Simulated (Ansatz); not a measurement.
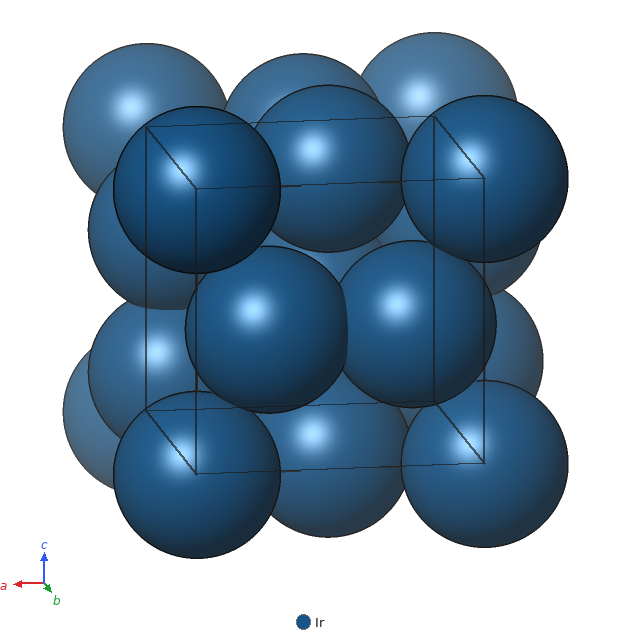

Structure drawing (space-filling), viewed from a general direction. Atoms at the boundary of the conventional unit cell (the box) are drawn once for each face, edge or corner they touch.

Notes on the structure:

The element is iridium. The lattice is primitive cubic and the space group Pm-3n (No. 223). Among the common structure types it is β-tungsten (A15) type. The cell holds eight atoms.

Origin of the cell: a textbook structure type filled with this element (whether it is the usual form wasn't checked). It is drawn as it came out of a relaxation with Ansatz, DFT PBEsol, scalar-relativistic, plane waves, PAW.
